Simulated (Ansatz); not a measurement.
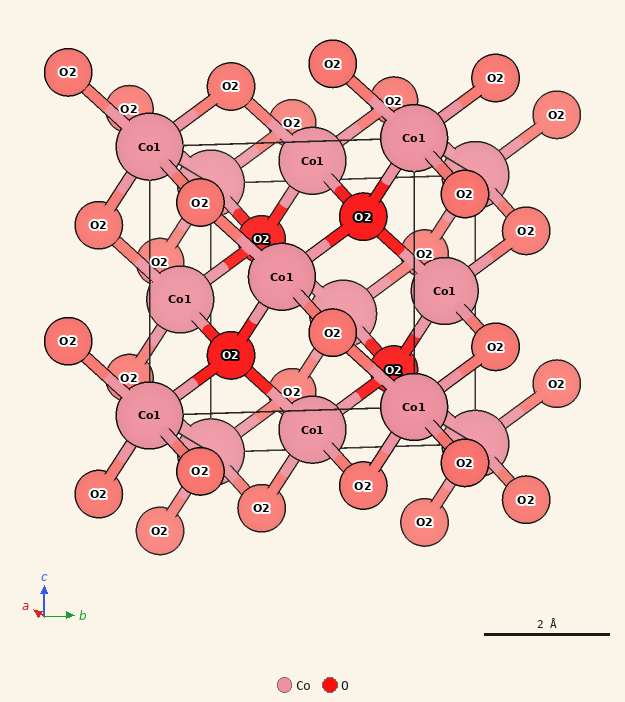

**Figure 1.** The input geometry of the first run (ball-and-stick view of the cell 4 times as large as that of the calculation, set on its symmetry axes, seen at an oblique angle; neighbours outside the cell are drawn fainter; atoms are numbered from 1 in the order of the input). An atom can appear more than once, as a periodic image.

**CoO: a changed input and its effect**

System: CoO (2 atoms in the cell).
Method of the first run: DFT r2SCAN, scalar-relativistic, plane waves, PAW, no spin polarisation (Ansatz 0.2.0).

The structure was built on a prototype by a generator; it need not be a known phase. Text and figures count atoms from 1; the logs count them from 0 in places.

### The input, the first run
```yaml
crystal:
  lattice:
    - [0.0, 2.174480496, 2.174480496]
    - [2.174480496, 0.0, 2.174480496]
    - [2.174480496, 2.174480496, 0.0]
  atoms:
    - { symbol: Co, position: [0.0, 0.0, 0.0] }
    - { symbol: O, position: [0.25, 0.25, 0.25] }
basis:
  ecutwfc: 500
kpoints:
  mp_grid: { grid: [16, 16, 16] }
hamiltonian:
  xc: r2scan
scf:
  occupations: { method: gaussian, width: 0.1 }
  lower_state_search: "off"
output:
  forces: true
  stress: true
  eigenvalues: true
```

Command:
```bash
ansatz run input.yaml --threads 1 --pin off --max-ram 2560MiB --backend cpu --events-out ev --progress --plain --runs-dir out
```

Hardware: 1 thread of Intel Xeon @ 2.70GHz, 189 GiB of memory available, shared host.

### Output, shortened to warnings, some set-up lines, iterations and results (the first run)
```
Basis set: ecut = 500 eV, 531 PW (Γ), exchange–correlation on 96×96×96 points (64 copies of the dense FFT grid, shifted against one another)
Symmetry: 24 space group operations
k-points: 145 of 4096 (time reversal used)
Initial density: superposition of atomic densities (neutral atoms: chi_scale 0, normalization atom), corrected by the library's trained network
[...]
SCF iter   1: F=-5698.511223 eV  HF=-5698.439877 eV  |F-HF|=7.13e-2  |Δ(HF+E_count)|=         —  Δρ=1.18e-2  dr2=1.84e-2  dr2_τ=1.08e-1  ethr=1.77e-3  ⟨swp⟩=5.4  Hψ=10967  …
SCF iter   2: F=-5698.516056 eV  HF=-5698.516154 eV  |F-HF|=9.80e-5  |Δ(HF+E_count)|=   7.63e-2  Δρ=3.11e-3  dr2=7.45e-4  dr2_τ=3.19e-4  ethr=7.98e-5  ⟨swp⟩=2.0  Hψ=6328  …
SCF iter   3: F=-5698.515637 eV  HF=-5698.516704 eV  |F-HF|=1.07e-3  |Δ(HF+E_count)|=   5.51e-4  Δρ=3.07e-3  dr2=1.04e-3  dr2_τ=3.71e-5  ethr=3.24e-6  ⟨swp⟩=2.0  Hψ=4688  …
SCF iter   4: F=-5698.516412 eV  HF=-5698.516431 eV  |F-HF|=1.89e-5  |Δ(HF+E_count)|=   2.73e-4  Δρ=3.74e-4  dr2=2.91e-5  dr2_τ=8.81e-6  ethr=3.24e-6  ⟨swp⟩=3.0  Hψ=4712  …
SCF iter   5: F=-5698.516412 eV  HF=-5698.516433 eV  |F-HF|=2.04e-5  |Δ(HF+E_count)|=   1.52e-6  Δρ=3.85e-4  dr2=1.99e-5  dr2_τ=5.55e-7  ethr=1.27e-7  ⟨swp⟩=2.6  Hψ=3767  …
SCF iter   6: F=-5698.516429 eV  HF=-5698.516429 eV  |F-HF|=9.03e-8  |Δ(HF+E_count)|=   3.68e-6  Δρ=4.34e-5  dr2=1.78e-7  dr2_τ=3.58e-8  ethr=8.64e-8  ⟨swp⟩=2.3  Hψ=2749  …
SCF iter   7: F=-5698.516429 eV  HF=-5698.516429 eV  |F-HF|=5.72e-10  |Δ(HF+E_count)|=   2.81e-8  Δρ=3.29e-6  dr2=1.84e-9  dr2_τ=2.55e-10  ethr=4.35e-10  ⟨swp⟩=6.0  Hψ=10129  …
SCF 1 converged in 7 iterations: F = -5698.516429 eV  dr2 = 1.84e-9
SCF converged after 7 iterations
Free energy (F): -5698.516429 eV
Harris-Foulkes:  -5698.516429 eV  (|F-HF|=5.72e-10)
Internal energy: -5698.501859 eV  (E = F + TS)
E sigma→0 (E₀):  -5698.509144 eV
Entropy (-TS):   -0.014570 eV (-7.285 meV/atom)
Fermi energy:    13.024066 eV
--- Per-component energies (eV) ---
  E_band       = -358.135717
  E_kinetic    = 625.183403
  E_local      = -3731.426373  (includes V_loc(G=0)·N_el)
  E_nonlocal   = 513.830584
  E_hartree    = 1546.746472
  E_xc         = -227.990863
  E_vxc        = -330.552059  (∫ρ·V_xc dr)
  E_paw        = -1686.814885  (= ΣΔE_a)
  E_vpaw       = -549.390226  (= ΣTr[D̂ρ^β])
  E_aug_tail   = 0.000898  (compensation charges beyond the density's cutoff)
  E_vtau       = 20.724887  (kinetic-family band-sum trace: ∫τ·v_τ [+ j·A + Jᵃ·Aᵃ] dr)
  E_ewald      = -2737.703947
  E_core_change = -0.327147  (= ΣΔE_core)
  E_smearing   = -0.014570  (= −TS)
  E_closure    = 0.000000  (closes the sum)
  Σ components = -5698.516429   (vs F -5698.516429, Δ=0.00e0)
--- Forces (eV/Å), atoms counted from 1 ---
  atom   1  Co    -0.00000000     0.00000000    -0.00000000
  atom   2  O      0.00000000    -0.00000000    -0.00000000
  max |Σ_I F_I| component: 2.04e-16 eV/Å
--- Stress (GPa, compression-positive) ---
       -3.980773      -0.000000       0.000000
        0.000000      -3.980773      -0.000000
        0.000000      -0.000000      -3.980773
  P = ⅓ Tr σ = -3.9808 GPa (-39.808 kbar)
```

The input of the second run differs as follows (lines with − go, lines with + come):
```diff
-  ecutwfc: 500
+  ecutwfc: 420
-  xc: r2scan
+  xc: pbesol
```

How does the second run compare with the first run?

The total energies belong to different methods, so their difference says nothing on which is more stable or more accurate. The pressure goes from −3.98 to −7.10 GPa. The functional changes from r2SCAN to PBEsol. The number of SCF iterations is the same. The plane waves at Γ go from 531 to 411. On the same kind of shared host the second run took about 0.54 times as long.

### Output, shortened to warnings, some set-up lines, iterations and results (the second run)
```
Basis set: ecut = 420 eV, 411 PW (Γ), exchange–correlation on 48×48×48 points (8 copies of the dense FFT grid, shifted against one another)
Symmetry: 24 space group operations
k-points: 145 of 4096 (time reversal used)
Initial density: superposition of atomic densities (neutral atoms: chi_scale 0, normalization atom), corrected by the library's trained network
[...]
SCF iter   1: F=—  HF=-5652.435740 eV  |F-HF|=—  |Δ(HF+E_count)|=         —  Δρ=1.88e-2  dr2=3.82e-2  ethr=1.77e-3  ⟨swp⟩=5.1  Hψ=10164  notcnv=0
SCF iter   2: F=—  HF=-5652.438832 eV  |F-HF|=—  |Δ(HF+E_count)|=   3.09e-3  Δρ=2.15e-2  dr2=4.59e-2  ethr=1.66e-4  ⟨swp⟩=2.0  Hψ=5757  notcnv=0  defer=43
SCF iter   3: F=—  HF=-5652.425188 eV  |F-HF|=—  |Δ(HF+E_count)|=   1.36e-2  Δρ=2.55e-3  dr2=5.80e-4  ethr=1.66e-4  ⟨swp⟩=2.1  Hψ=4193  notcnv=0  defer=43
SCF iter   4: F=—  HF=-5652.425003 eV  |F-HF|=—  |Δ(HF+E_count)|=   1.85e-4  Δρ=7.62e-4  dr2=9.32e-5  ethr=2.52e-6  ⟨swp⟩=2.0  Hψ=3801  notcnv=0  defer=43
SCF iter   5: F=—  HF=-5652.424985 eV  |F-HF|=—  |Δ(HF+E_count)|=   1.77e-5  Δρ=4.49e-4  dr2=2.59e-5  ethr=4.05e-7  ⟨swp⟩=1.0  Hψ=2277  notcnv=0  defer=43
SCF iter   6: F=—  HF=-5652.424981 eV  |F-HF|=—  |Δ(HF+E_count)|=   4.40e-6  Δρ=7.65e-5  dr2=7.17e-7  ethr=1.12e-7  ⟨swp⟩=2.1  Hψ=2603  notcnv=0  defer=43
SCF iter   7: F=-5652.424980 eV  HF=-5652.424980 eV  |F-HF|=1.39e-9  |Δ(HF+E_count)|=   9.62e-8  Δρ=6.21e-6  dr2=2.33e-9  ethr=4.35e-10  ⟨swp⟩=5.7  Hψ=10309  notcnv=0
SCF 1 converged in 7 iterations: F = -5652.424980 eV  dr2 = 2.33e-9
SCF converged after 7 iterations
Free energy (F): -5652.424980 eV
Harris-Foulkes:  -5652.424980 eV  (|F-HF|=1.39e-9)
Internal energy: -5652.411307 eV  (E = F + TS)
E sigma→0 (E₀):  -5652.418144 eV
Entropy (-TS):   -0.013674 eV (-6.837 meV/atom)
Fermi energy:    12.951190 eV
--- Per-component energies (eV) ---
  E_band       = -333.399853
  E_kinetic    = 622.733449
  E_local      = -3722.725221  (includes V_loc(G=0)·N_el)
  E_nonlocal   = 512.683416
  E_hartree    = 1537.074397
  E_xc         = -227.565669
  E_vxc        = -294.053904  (∫ρ·V_xc dr)
  E_paw        = -1637.133742  (= ΣΔE_a)
  E_vpaw       = -526.191760  (= ΣTr[D̂ρ^β])
  E_aug_tail   = 0.002304  (compensation charges beyond the density's cutoff)
  E_ewald      = -2737.703947
  E_core_change = 0.223707  (= ΣΔE_core)
  E_smearing   = -0.013674  (= −TS)
  E_closure    = -0.000000  (closes the sum)
  Σ components = -5652.424980   (vs F -5652.424980, Δ=0.00e0)
--- Forces (eV/Å), atoms counted from 1 ---
  atom   1  Co    -0.00000000     0.00000000     0.00000000
  atom   2  O      0.00000000    -0.00000000     0.00000000
  max |Σ_I F_I| component: 2.78e-16 eV/Å
--- Stress (GPa, compression-positive) ---
       -7.100726       0.000000       0.000000
       -0.000000      -7.100726      -0.000000
        0.000000      -0.000000      -7.100726
  P = ⅓ Tr σ = -7.1007 GPa (-71.007 kbar)
```

### The two runs side by side

```csv
quantity,the first run,the second run
outcome,converged,converged
free energy per atom (eV),−2849.2582,−2826.2125
"energy per atom, smearing taken to zero (eV)",−2849.2546,−2826.2091
gap on the mesh (eV),0.00,0.00
pressure (GPa),−3.98,−7.10
largest force (eV/Å),0.000,0.000
SCF iterations,7,7
irreducible k-points,145,145
plane waves at Γ,531,411
wall time (shared host),8.1 s,4.4 s
```

For both runs: The run has no spin polarisation, so a magnetic state may lie lower. For the second run: The cell is under a tension of 7.1 GPa at this level, so it is not at its equilibrium volume.
